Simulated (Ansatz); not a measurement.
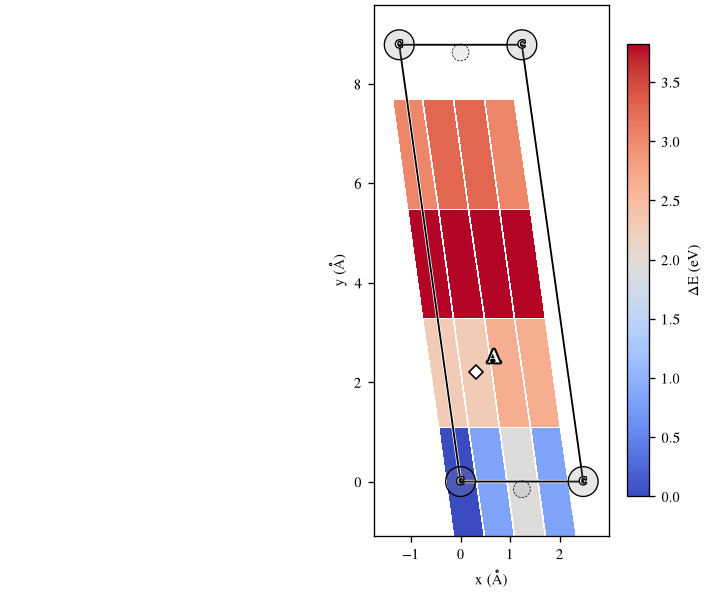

Cl on a C(101) slab cut from the P6/mmm phase, its upper half relaxed before the scan (12 atoms of substrate and one adsorbate in a 2 × 1 cell). Cl is moved over the surface cell; relaxed at each place: the height of the adsorbate's atoms; substrate rigid; the origin of the map has the adsorbate above C11. Places are given modulo a cell vector. The map is drawn in real space over the plane of the surface. The scan uses a 4 × 4 grid. Places are given in fractions of the 1 × 1 surface cell. All energies are given in eV relative to the lowest grid point. At some places the adsorbate sinks to or below the level of the top layer. The calculation used DFT PBE, scalar-relativistic, plane waves, PAW (Ansatz). Settings: cutoff 420 eV, k-mesh 6×3×1, gaussian smearing 0.1 eV, no spin polarisation.

In the figure: one coloured cell a grid point, labelled circles for the atoms of the top layer and small ones for the second layer, the outline of one cell of the plane, the point A.

Question: Is A at rest? If not, where is it pushed?

Answer: A, at (1/4, 1/4) of the cell vectors, is not a stationary point. The computed force is 2.1 eV/Å in the plane, pointing down in the picture (components −0.5 and −2.1 eV/Å).

PAW datasets: the set soft_1.
